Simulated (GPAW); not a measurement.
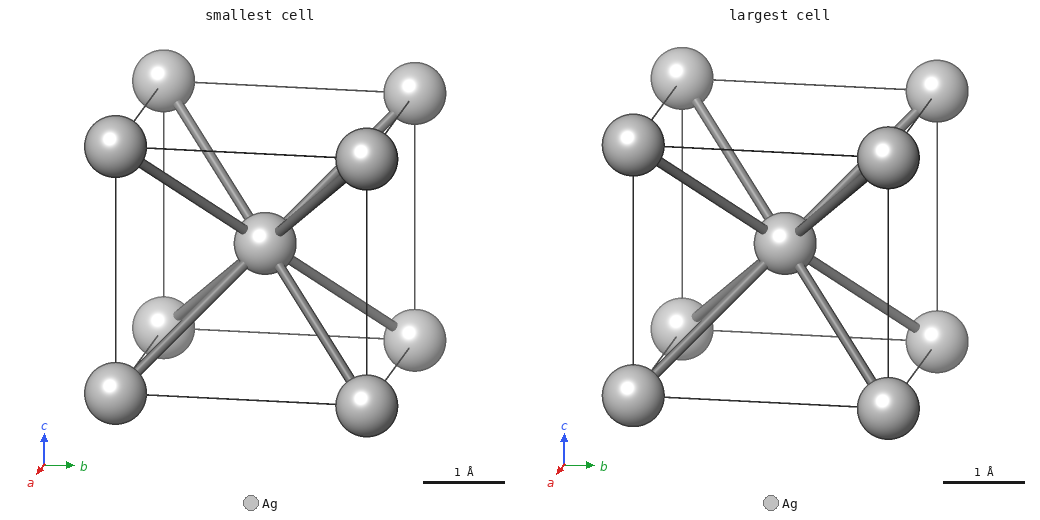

Ag, body-centred cubic (W type), space group Im-3m (No. 229), relaxed (cell and atoms, zero pressure) with five choices of dispersion term on top of PBEsol; the smallest and the largest of the relaxed conventional cells are drawn to one scale (sticks follow a distance rule). The start was a structure listed in the Materials Project. This isn't the form of Ag at room conditions, which is fcc.

Alike in all runs: GPAW 26.7.0; functional PBEsol; potentials PAW data sets generated in the run's folder for this functional; cutoff 600 eV; k mesh 11 × 11 × 11 on the run's cell of 1 atom; occupations fermi-dirac, width 0.05 eV; no spin polarisation; no spin-orbit coupling. All runs are metallic.

| level | volume (Å³/atom) | a (Å) |
| --- | --- | --- |
| D3(BJ) | 16.05 | 3.178 |
| D3(BJ)-ATM | 16.24 | 3.191 |
| D3 | 16.32 | 3.196 |
| D4 | 16.39 | 3.200 |
| none | ? | ? |

### Fill in the row of none.

Volume 16.80 Å³/atom; a 3.227 Å. That is the largest volume of all.

### Order the levels by the relaxed volume, smallest first.

D3(BJ) (16.05 Å³/atom), D3(BJ)-ATM (16.24 Å³/atom), D3 (16.32 Å³/atom), D4 (16.39 Å³/atom), none (16.80 Å³/atom). Rows within a few tenths of a per cent can't be told apart.

Caveat: later steps reuse the first step's grids; the relaxed volumes lie -12 to -7 % from the starting cell; pairwise dispersion terms can overbind metals strongly.
